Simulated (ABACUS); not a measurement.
**A series of single points on LiH**

System: LiH (Fm-3m, 2 atoms in the cell).
Method: Kohn-Sham DFT of a periodic cell, PBE, PseudoDojo NC SR 0.4.1 PBE standard, no spin polarisation (ABACUS 3.10.1).

The 7 runs differ only in the geometry, by an even scaling of the cell at fixed fractional positions. The structure derives from an entry of the Crystallography Open Database.

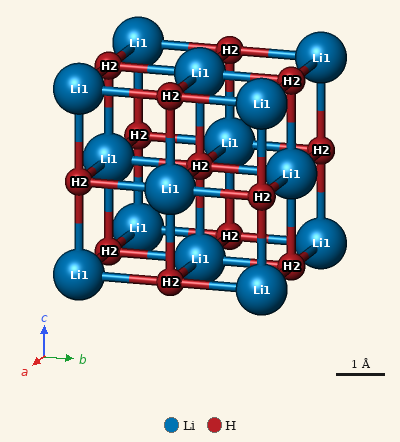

Figure 1. The structure of run 4 (ball-and-stick view of the cell 4 times as large as that of the calculation, set on its symmetry axes, seen slightly off an axis; atoms are numbered from 1 in the order of the input).

## Input file of run 4
```
INPUT_PARAMETERS
suffix              LiH
calculation         scf
basis_type          lcao
pseudo_dir          ./
orbital_dir         ./
symmetry            1
dft_functional      pbe
ecutwfc             100
pseudo_rcut         10
nspin               1
nbands              6
ks_solver           genelpa
smearing_method     fd
smearing_sigma      0.00367493
scf_thr             1e-07
scf_nmax            100
mixing_type         broyden
mixing_beta         0.7
cal_force           1
cal_stress          1
out_mul             1
out_chg             1
out_pot             2
out_elf             1
```

## File STRU of run 4
```
ATOMIC_SPECIES
Li 6.9400 Li.upf
H 1.0080 H.upf

NUMERICAL_ORBITAL
Li_confined-atom_8au_3s1p.orb
H_confined-atom_6au_2s1p.orb

LATTICE_CONSTANT
1.8897261246

LATTICE_VECTORS
0.0000000000 2.0367500000 2.0367500000
2.0367500000 0.0000000000 2.0367500000
2.0367500000 2.0367500000 0.0000000000

ATOMIC_POSITIONS
Direct

Li
0.0
1
0.0000000000 0.0000000000 0.0000000000 1 1 1

H
0.0
1
0.5000000000 0.5000000000 0.5000000000 1 1 1
```

## File KPT of run 4
```
K_POINTS
0
Gamma
11 11 11 0 0 0
```

Command:
```bash
OMP_NUM_THREADS=1 mpirun -np 4 abacus > log
```

Lattice vectors (Å) and fractional positions of run 4:
```
   0.000000    2.036750    2.036750
   2.036750    0.000000    2.036750
   2.036750    2.036750    0.000000
Li  0.000000  0.000000  0.000000
H   0.500000  0.500000  0.500000
```

Run 3 differs from it as follows:
```diff
-out_chg             1
-out_pot             2
-out_elf             1
-0.0000000000 2.0367500000 2.0367500000
-2.0367500000 0.0000000000 2.0367500000
-2.0367500000 2.0367500000 0.0000000000
+0.0000000000 2.0230801250 2.0230801250
+2.0230801250 0.0000000000 2.0230801250
+2.0230801250 2.0230801250 0.0000000000
```

## Results, with one run withheld

| run | volume per atom (Å³) | free energy per atom, from the lowest run given (meV) | pressure (GPa) | gap on the mesh (eV) |
| --- | --- | --- | --- | --- |
| 1 | 7.942 | 0.09 | 0.51 | 3.15 |
| 2 | 8.111 | 0.00 | −0.31 | 3.16 |
| 3 | 8.280 | ? | ? | ? |
| 4 | 8.449 | 2.20 | −1.74 | 3.18 |
| 5 | 8.618 | 4.38 | −2.38 | 3.19 |
| 6 | 8.787 | 7.19 | −2.95 | 3.19 |
| 7 | 8.956 | 10.59 | −3.48 | 3.20 |

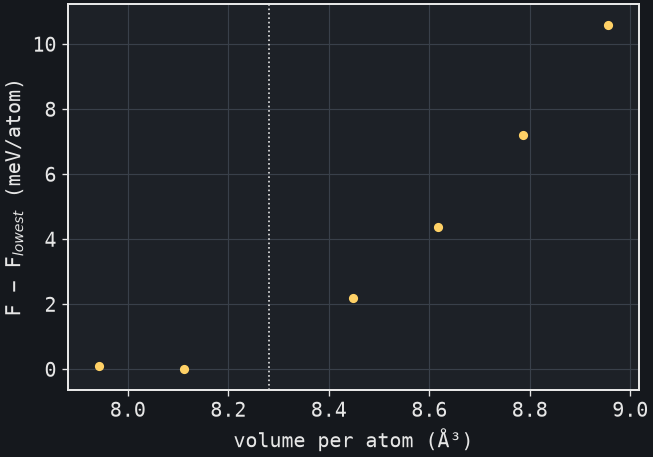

Figure 2. Free energy per atom of the runs given; the dotted line marks run 3.

What should run 3 give?

A cubic polynomial in V^(−2/3) (the Birch–Murnaghan form), fitted to the 6 runs given, misses them by under 0.01 meV per atom. With x = V^(−2/3) − 0.24077 Å⁻², it reads F = 2.3739 − 592.62 x + 36589 x² − 74626 x³ (meV per atom). At run 3 it gives 0.72 meV per atom, and the run itself gives 0.73. The slope of the fit gives a pressure −dF/dV of −1.06 GPa there, and the run prints −1.06 GPa. The fit has its minimum at 8.044 Å³ per atom, where V d²F/dV² gives 38.1 GPa: the bulk modulus at this level, since symmetry fixes the shape and the positions. The gap on the mesh goes, without turning, from 3.15 eV in run 1 to 3.20 eV in run 7; run 3 has 3.17 eV. These are gaps of this functional on this mesh, which can miss the band edges; they aren't the measured gap.

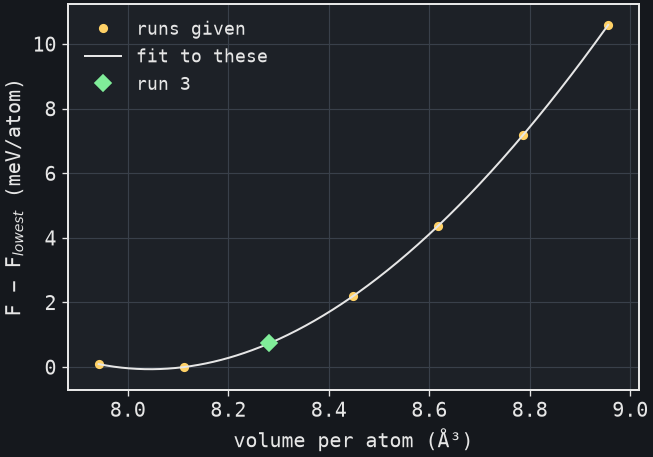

Figure 3. The fit and the withheld run.

## Some lines of the output (run 3)
```
[...]
                             Volume (A^3) = 16.5603
 E_Fermi        0.1389522796         1.8905427526
 E_Fermi        0.1137057305         1.5470458296
 E_Fermi        0.1093423837         1.4876794516
 E_Fermi        0.1087611074         1.4797707813
 E_Fermi        0.1087476011         1.4795870193
 E_Fermi        0.1087549609         1.4796871535
 E_Fermi        0.1087540746         1.4796750958
 E_KS(sigma->0) -15.6339801479       -212.7112124299
 E_Fermi        0.1087540100         1.4796742157
 final etot is -212.71121243 eV
 EFERMI = 1.4796742157 eV
 TOTAL-PRESSURE: -10.604689 KBAR
 !FINAL_ETOT_IS -212.7112124299035258 eV
```

Notes: Points of doubt noted for this run: home made orbitals.
